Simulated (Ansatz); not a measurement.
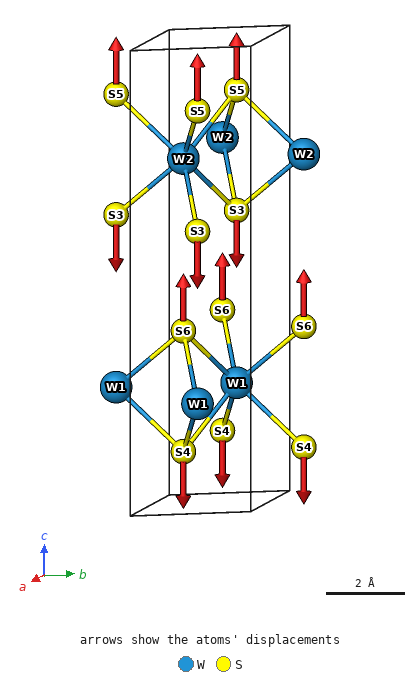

Lattice vibrations of solid WS₂, space group P6₃/mmc (No. 194), at the zone centre. The optical levels lie at 29 (×2), 51, 291 (×2), 294 (×2), 351 (×4), 411, 420, 432, 438 cm⁻¹. One mode is drawn. The red arrows give the relative displacements of the atoms. Style: ball-and-stick. Shown: the cell of the calculation, slightly off an axis.

The calculation used DFT PBE+D3(BJ), scalar-relativistic, plane waves, PAW in Ansatz 0.2.0. Set-up: plane-wave cutoff 420 eV; k-point mesh 12 × 12 × 4; occupations gaussian; smearing width 0.05 eV; no spin polarisation.

Frequencies are those without the non-analytic (LO–TO) term.

Question: Which of these frequencies is the drawn mode's?

Answer: The level at 420 cm⁻¹. This is the A₁g mode, optical level 7 of 9, counted from below, Raman-active by symmetry. The W atoms stay at rest; all motion is along c; atoms of one kind move against one another, with no net shift of their sublattice.
